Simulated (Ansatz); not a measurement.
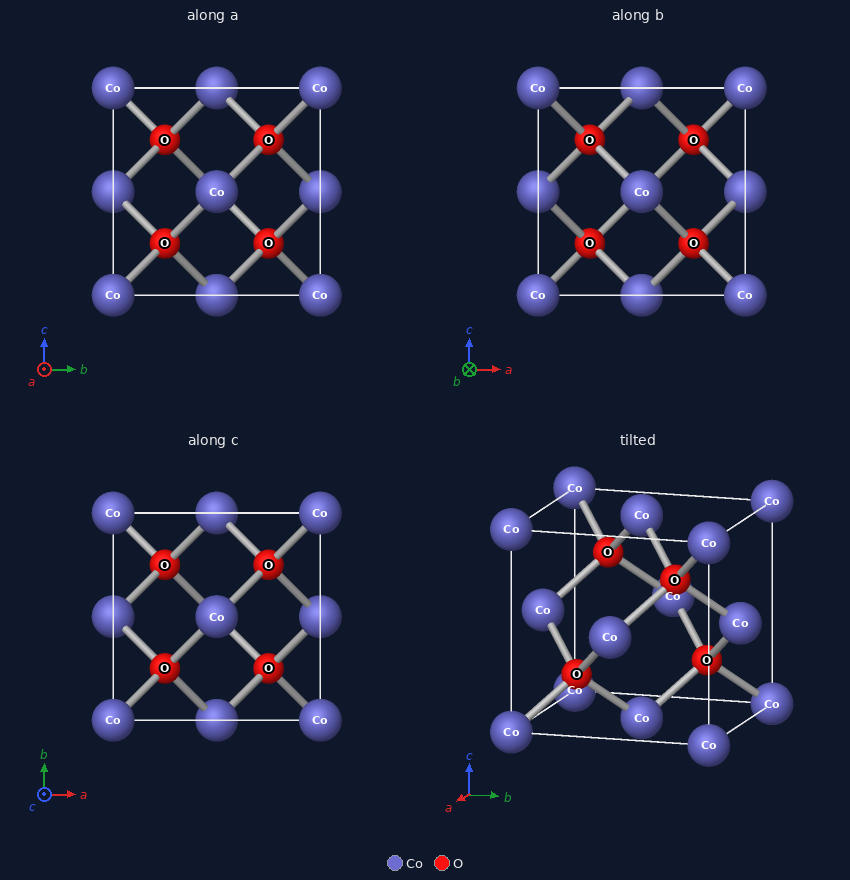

We look at a ball-and-stick model of the crystal along the a axis, along the b axis, along the c axis and slightly off an axis. The conventional unit cell is outlined; an atom on or near a face, edge or corner is repeated at each equivalent position.

Lattice parameters: a = 4.5005 Å, b = 4.5005 Å, c = 4.5005 Å, α = 90.000°, β = 90.000°, γ = 90.000°.

### Give the atomic positions as a CIF with its space group and independent sites.

```cif
data_structure
_symmetry_space_group_name_H-M 'F -4 3 m'
_symmetry_Int_Tables_number 216
_cell_length_a 4.5005
_cell_length_b 4.5005
_cell_length_c 4.5005
_cell_angle_alpha 90.000
_cell_angle_beta 90.000
_cell_angle_gamma 90.000
_cell_volume 91.15
loop_
_atom_site_label
_atom_site_type_symbol
_atom_site_symmetry_multiplicity
_atom_site_Wyckoff_symbol
_atom_site_fract_x
_atom_site_fract_y
_atom_site_fract_z
_atom_site_occupancy
Co1 Co 4 a 0.0000 0.0000 0.0000 1
O1 O 4 d 0.2500 0.2500 0.7500 1
```

Provenance: a structure type filled with these elements by a generator (whether the compound takes this form wasn't checked). The final geometry of a relaxation with DFT PBE, scalar-relativistic, plane waves, PAW (Ansatz) is shown.
